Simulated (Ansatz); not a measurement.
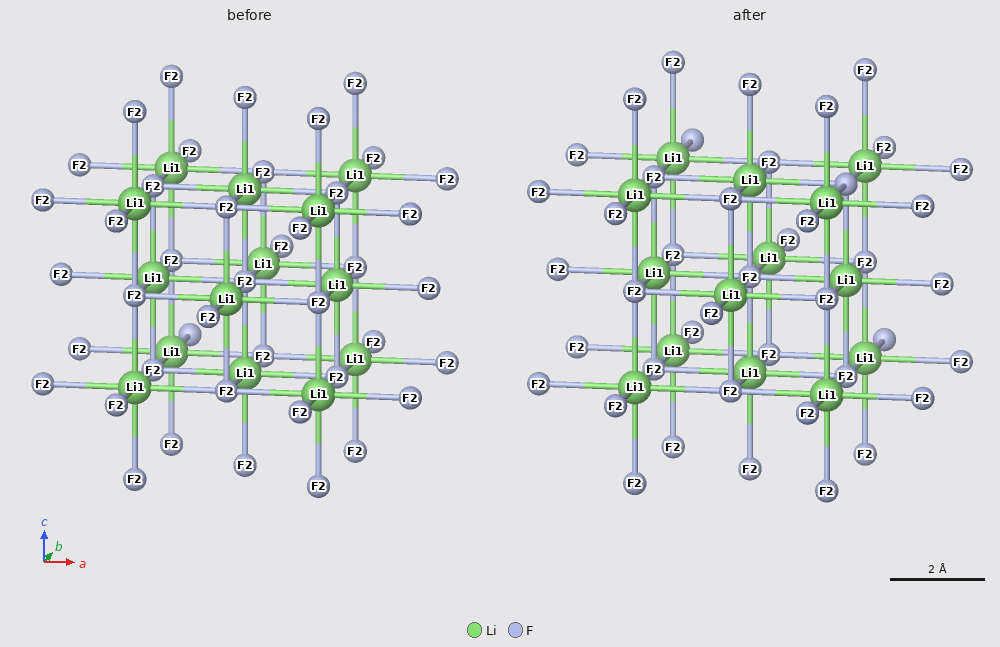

Left: a symmetric starting cell of LiF. Right: the same structure after one change, at the same scale. A ball-and-stick model of the conventional cell (4 times the calculation's cell), seen slightly off an axis. Lengths and directions refer to the drawn axes.

The calculation used DFT PBEsol, scalar-relativistic, plane waves, PAW (Ansatz). (plane-wave cutoff 420 eV; k-point mesh 10 × 10 × 10; occupations gaussian; smearing width 0.02 eV; no spin polarisation)

### What was changed?

All lengths are scaled by +4.5 % (volume +14.1 %), the atoms keeping their fractional coordinates. No relaxation follows. The starting cell wasn't computed here and needn't be at equilibrium, so pressure and forces aren't due to the change alone.

### What does the change do?

Near-neighbour distances before and after: F–Li 2.014 → 2.105 Å. The space group stays Fm-3m (No. 225). The pressure is −7.8 GPa (not all of it need come from the change, since the unchanged cell can be under pressure at this level too). All forces vanish by symmetry.
